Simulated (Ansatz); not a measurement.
Al$_{2}$O$_{3}$: single-point calculation (part 2 of 2)

Al$_{2}$O$_{3}$ (R-3c, 60 atoms in the cell); DFT PBE, scalar-relativistic, plane waves, PAW, no spin polarisation (Ansatz 0.2.0); cutoff 420 eV, 2×2×2 k-mesh, Gaussian smearing of 0.01 eV. The structure derives from an entry of the Crystallography Open Database.

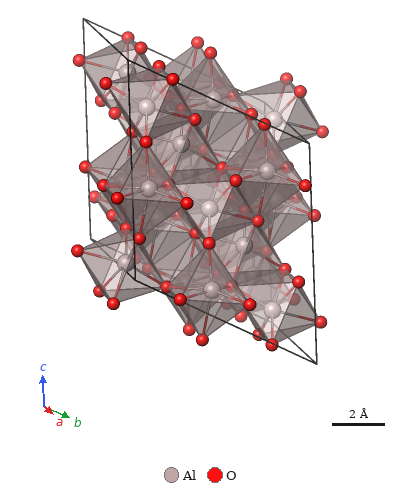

Fig. 1: The structure as given in the input (polyhedral view of the cell of the calculation, seen slightly off an axis; polyhedra are completed across the faces of the cell). An atom can appear more than once, as a periodic image.

The program's output, continued:
```
  k-point 1: bands = ["-11.4628", "-10.8991", "-10.7976", "-10.6853", "-10.5357", "-10.4283", "-10.4038", "-10.1761", "-10.0327", "-10.0186", "-9.9685", "-9.7036", "-9.6968", "-9.5482", "-9.5218", "-9.4759", "-9.4684", "-9.3858", "-9.3350", "-9.2941", "-9.2546", "-9.2429", "-9.2029", "-9.1913", "-9.1046", "-9.0868", "-9.0186", "-8.9715", "-8.9508", "-8.9452", "-8.9381", "-8.9233", "-8.8809", "-8.8762", "-8.8682", "-8.8124", "0.8023", "1.1237", "1.1708", "1.3064",
      "1.3237", "1.4361", "1.6007", "1.6896", "1.6974", "1.7534", "1.7794", "1.8351", "1.8411", "1.8715", "2.1108", "2.1484", "2.2634", "2.4766", "2.4873", "2.5288", "2.5391", "2.5845", "2.6938", "2.7180", "2.9214", "3.0148", "3.2044", "3.2453", "3.2640", "3.3217", "3.3515", "3.3773", "3.4037", "3.5718", "3.6133", "3.7239", "3.7437", "3.8212", "4.0779", "4.1087", "4.1780", "4.2062", "4.3009", "4.3566",
      "4.4520", "4.6617", "4.6646", "4.7762", "4.8010", "4.8916", "4.9129", "4.9509", "4.9986", "5.0967", "5.1635", "5.1912", "5.2051", "5.2250", "5.3195", "5.3900", "5.4539", "5.5468", "5.5675", "5.5724", "5.6032", "5.6464", "5.6691", "5.7995", "5.8347", "5.8489", "5.9178", "5.9213", "5.9393", "5.9784", "5.9797", "6.0463", "6.0765", "6.0959", "6.1327", "6.1344", "6.1393", "6.2431", "6.2914", "6.3665",
      "6.4009", "6.4232", "6.4620", "6.4990", "6.6277", "6.6278", "6.6405", "6.6768", "6.6830", "6.7486", "6.7686", "6.7765", "6.7889", "6.8738", "6.9396", "6.9526", "6.9699", "6.9792", "7.0401", "7.0971", "7.1267", "7.1685", "7.2869", "7.3265", "13.9818", "15.6429", "15.9659", "16.0021", "16.4127", "16.4437", "16.4744", "16.6256", "16.7947", "16.8958", "16.9111", "17.0317", "17.0343", "17.0377", "17.1283", "17.1805",
      "17.2160", "17.2820", "17.3501", "17.3701", "17.5342", "17.5659", "17.8124", "17.8516", "17.9723", "18.0150", "18.0820", "18.1801", "18.2325", "18.4576", "18.4879", "18.5215", "18.5554", "18.5901", "18.7869", "18.8116", "18.8343", "19.0350", "19.2273", "19.2394", "19.3111", "19.3641", "19.4668", "19.5224", "19.6263", "19.6385", "19.7365", "19.8555", "19.9625", "19.9955", "20.0727", "20.0907", "20.1275", "20.1636", "20.3271", "20.3323",
      "20.3945", "20.4147", "20.4395", "20.5249"]
  k-point 2: bands = ["-11.3847", "-10.9026", "-10.9026", "-10.6733", "-10.6733", "-10.5480", "-10.2565", "-10.2054", "-10.2054", "-9.7646", "-9.7646", "-9.6921", "-9.6270", "-9.4974", "-9.4974", "-9.4157", "-9.4157", "-9.4037", "-9.4037", "-9.3310", "-9.2690", "-9.2690", "-9.2475", "-9.1697", "-9.1697", "-9.1105", "-9.0230", "-9.0230", "-9.0118", "-8.9896", "-8.9896", "-8.9819", "-8.8479", "-8.8339", "-8.8078", "-8.8078", "1.2124", "1.2162", "1.3000", "1.3000",
      "1.4011", "1.4011", "1.4626", "1.4626", "1.4775", "1.6389", "1.6389", "1.7477", "1.9892", "1.9892", "2.0545", "2.2115", "2.2115", "2.3458", "2.3895", "2.4441", "2.4441", "2.7145", "2.7754", "2.8483", "2.8483", "3.0199", "3.0199", "3.1063", "3.3464", "3.4516", "3.4516", "3.5242", "3.5242", "3.6481", "3.6712", "3.6712", "3.7490", "4.0788", "4.0788", "4.1397", "4.1397", "4.2621", "4.2948", "4.2948",
      "4.3311", "4.3311", "4.6746", "4.6903", "4.8227", "4.8227", "4.8496", "4.8644", "4.9317", "5.1183", "5.1717", "5.1717", "5.2316", "5.2329", "5.2329", "5.4714", "5.4714", "5.5250", "5.6090", "5.6090", "5.7428", "5.7943", "5.7943", "5.8193", "5.8193", "5.8790", "5.8790", "5.8829", "5.8829", "6.0372", "6.0372", "6.0597", "6.0597", "6.0983", "6.1341", "6.1541", "6.1708", "6.1708", "6.3400", "6.3884",
      "6.3884", "6.4029", "6.4693", "6.4693", "6.5182", "6.5815", "6.6775", "6.6912", "6.6912", "6.7444", "6.7444", "6.8272", "6.8878", "6.9054", "6.9384", "6.9384", "6.9828", "6.9828", "7.0668", "7.0668", "7.1247", "7.1247", "7.1535", "7.2839", "14.2317", "15.7130", "15.7130", "16.0797", "16.0797", "16.4367", "16.5920", "16.6258", "16.6258", "16.6728", "16.8737", "16.8737", "17.0790", "17.0790", "17.4116", "17.4116",
      "17.4272", "17.4272", "17.4627", "17.5356", "17.6032", "17.8164", "17.8590", "17.8590", "17.9511", "17.9511", "18.1952", "18.1952", "18.2437", "18.2437", "18.2489", "18.2489", "18.3617", "18.3664", "18.3664", "18.6368", "18.9418", "19.0272", "19.1346", "19.1866", "19.1934", "19.1934", "19.6639", "19.6979", "19.6979", "19.7980", "19.9435", "19.9604", "20.0680", "20.0680", "20.0899", "20.0899", "20.2682", "20.2682", "20.2775", "20.2775",
      "20.3037", "20.4118", "20.4870", "20.5285"]
```

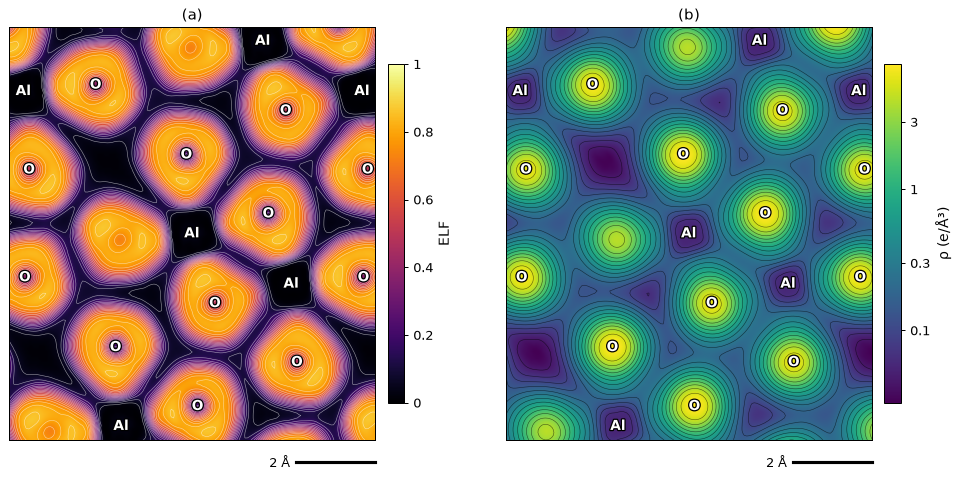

Fig. 2: (a) electron localisation function; (b) valence charge density (pseudo) on the (11̄0) plane of the calculation cell. The section cuts through Al and O sites. Al–O (1.87 Å): the density is about 0.63 e/Å³ at the midpoint; the ELF is about 0.85 at the midpoint. Al–O (1.99 Å): ρ at the midpoint is about 0.49 e/Å³; the ELF is about 0.75 at the midpoint. Away from the nuclei the density in this plane falls to 0.03 e/Å³ at its lowest. The fields are those of the smooth PAW valence density.

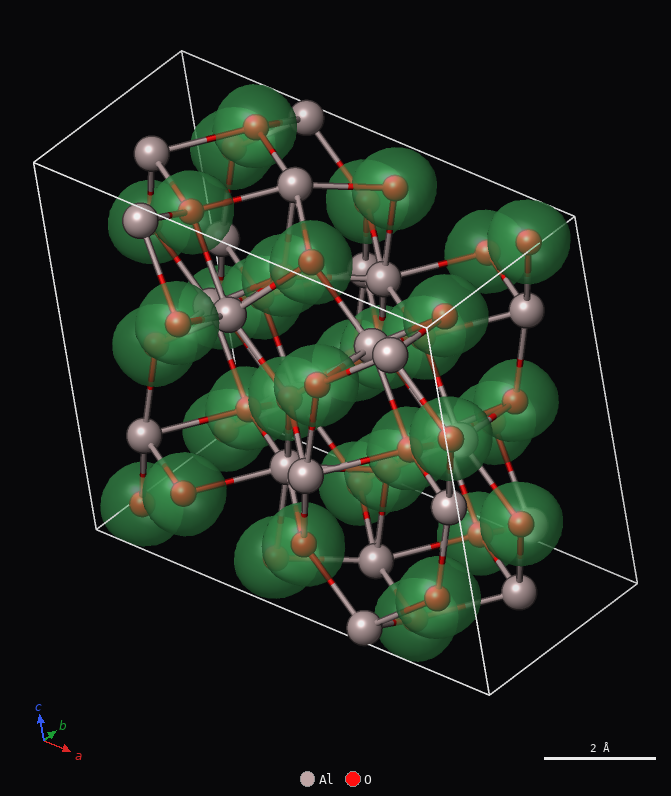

Fig. 3: Isosurface of the valence charge density (pseudo) at 1 e/Å³ (green), seen slightly off an axis. Sticks mark near contacts. The outline is the calculation cell. At this value the density breaks into separate islands; it holds about 60 % of the electrons treated as valence. It is pinched off along the Al–O (1.87 Å) and Al–O (1.99 Å) contacts. On the grid the lowest density along these lines, outside the cores, is 0.5 e/Å³ (Al–O, 1.87 Å) and 0.4 e/Å³ (Al–O, 1.99 Å).

The run was set up as follows.

The input:
```yaml
crystal:
  lattice:
    - [0.0, 8.3289290079, 0.0]
    - [7.2130641072, -1.3881548346, -4.374498418]
    - [-7.2130641072, -1.3881548346, -4.374498418]
  atoms:
    - { symbol: Al, position: [0.823927324, 0.8051153053, 0.1384486386] }
    - { symbol: Al, position: [0.323927324, 0.6384486386, 0.3051153053] }
    - { symbol: Al, position: [0.823927324, 0.1384486386, 0.8051153053] }
    - { symbol: Al, position: [0.323927324, 0.9717819719, 0.9717819719] }
    - { symbol: Al, position: [0.823927324, 0.4717819719, 0.4717819719] }
    - { symbol: Al, position: [0.323927324, 0.3051153053, 0.6384486386] }
    - { symbol: Al, position: [0.926072676, 0.1115513614, 0.4448846947] }
    - { symbol: Al, position: [0.426072676, 0.9448846947, 0.6115513614] }
    - { symbol: Al, position: [0.926072676, 0.4448846947, 0.1115513614] }
    - { symbol: Al, position: [0.426072676, 0.2782180281, 0.2782180281] }
    - { symbol: Al, position: [0.926072676, 0.7782180281, 0.7782180281] }
    - { symbol: Al, position: [0.426072676, 0.6115513614, 0.9448846947] }
    - { symbol: Al, position: [0.676072676, 0.3615513614, 0.6948846947] }
    - { symbol: Al, position: [0.176072676, 0.1948846947, 0.8615513614] }
    - { symbol: Al, position: [0.676072676, 0.6948846947, 0.3615513614] }
    - { symbol: Al, position: [0.176072676, 0.5282180281, 0.5282180281] }
    - { symbol: Al, position: [0.676072676, 0.0282180281, 0.0282180281] }
    - { symbol: Al, position: [0.176072676, 0.8615513614, 0.1948846947] }
    - { symbol: Al, position: [0.573927324, 0.0551153053, 0.3884486386] }
    - { symbol: Al, position: [0.073927324, 0.8884486386, 0.5551153053] }
    - { symbol: Al, position: [0.573927324, 0.3884486386, 0.0551153053] }
    - { symbol: Al, position: [0.073927324, 0.2217819719, 0.2217819719] }
    - { symbol: Al, position: [0.573927324, 0.7217819719, 0.7217819719] }
    - { symbol: Al, position: [0.073927324, 0.5551153053, 0.8884486386] }
    - { symbol: O, position: [0.875, 0.3937238385, 0.8562761615] }
    - { symbol: O, position: [0.375, 0.2270571718, 0.0229428282] }
    - { symbol: O, position: [0.875, 0.7270571718, 0.5229428282] }
    - { symbol: O, position: [0.375, 0.5603905051, 0.6896094949] }
    - { symbol: O, position: [0.875, 0.0603905051, 0.1896094949] }
    - { symbol: O, position: [0.375, 0.8937238385, 0.3562761615] }
    - { symbol: O, position: [0.5280857577, 0.4073047474, 0.8426952526] }
    - { symbol: O, position: [0.0280857577, 0.2406380808, 0.0093619192] }
    - { symbol: O, position: [0.5280857577, 0.7406380808, 0.5093619192] }
    - { symbol: O, position: [0.0280857577, 0.5739714141, 0.6760285859] }
    - { symbol: O, position: [0.5280857577, 0.0739714141, 0.1760285859] }
    - { symbol: O, position: [0.0280857577, 0.9073047474, 0.3426952526] }
    - { symbol: O, position: [0.7219142423, 0.5739714141, 0.6760285859] }
    - { symbol: O, position: [0.2219142423, 0.4073047474, 0.8426952526] }
    - { symbol: O, position: [0.7219142423, 0.9073047474, 0.3426952526] }
    - { symbol: O, position: [0.2219142423, 0.7406380808, 0.5093619192] }
    - { symbol: O, position: [0.7219142423, 0.2406380808, 0.0093619192] }
    - { symbol: O, position: [0.2219142423, 0.0739714141, 0.1760285859] }
    - { symbol: O, position: [0.625, 0.7729428282, 0.9770571718] }
    - { symbol: O, position: [0.125, 0.6062761615, 0.1437238385] }
    - { symbol: O, position: [0.625, 0.1062761615, 0.6437238385] }
    - { symbol: O, position: [0.125, 0.9396094949, 0.8103905051] }
    - { symbol: O, position: [0.625, 0.4396094949, 0.3103905051] }
    - { symbol: O, position: [0.125, 0.2729428282, 0.4770571718] }
    - { symbol: O, position: [0.9719142423, 0.7593619192, 0.9906380808] }
    - { symbol: O, position: [0.4719142423, 0.5926952526, 0.1573047474] }
    - { symbol: O, position: [0.9719142423, 0.0926952526, 0.6573047474] }
    - { symbol: O, position: [0.4719142423, 0.9260285859, 0.8239714141] }
    - { symbol: O, position: [0.9719142423, 0.4260285859, 0.3239714141] }
    - { symbol: O, position: [0.4719142423, 0.2593619192, 0.4906380808] }
    - { symbol: O, position: [0.7780857577, 0.5926952526, 0.1573047474] }
    - { symbol: O, position: [0.2780857577, 0.4260285859, 0.3239714141] }
    - { symbol: O, position: [0.7780857577, 0.9260285859, 0.8239714141] }
    - { symbol: O, position: [0.2780857577, 0.7593619192, 0.9906380808] }
    - { symbol: O, position: [0.7780857577, 0.2593619192, 0.4906380808] }
    - { symbol: O, position: [0.2780857577, 0.0926952526, 0.6573047474] }
basis:
  ecutwfc: 420
  xc_grid: 2
kpoints:
  mp_grid: { grid: [2, 2, 2], shift: [0.5, 0.5, 0.5] }
hamiltonian:
  xc: pbe
scf:
  occupations: { method: gaussian, width: 0.01 }
output:
  forces: true
  stress: true
  eigenvalues: true
  write_density: true
  write_potential: true
  elf: true
  volumetric_format: npy
```

Launched with:
```bash
ansatz run input.yaml --threads 8 --pin off --max-ram 22528MiB --backend cpu --events-out ev --progress --plain --runs-dir out
```

Summary:

```json
{"quantity": "outcome", "value": "converged"}
{"quantity": "space group (tolerance 0.01 Å)", "value": "R-3c (167)"}
{"quantity": "electrons treated", "value": "288"}
{"quantity": "free energy", "value": "−33417.6546 eV"}
{"quantity": "Fermi energy", "value": "10.654 eV"}
{"quantity": "gap on the k-point mesh", "value": "6.66 eV"}
{"quantity": "pressure", "value": "0.01 GPa"}
{"quantity": "largest force (length of the vector)", "value": "0.001 eV/Å"}
{"quantity": "hardware", "value": "8 threads of Oxide Virtual Turin-like (Zen 5), 32 GiB of memory available, shared host"}
{"quantity": "wall time", "value": "6.5 s (CPU time 42 s)"}
{"quantity": "peak memory", "value": "2 GiB"}
```
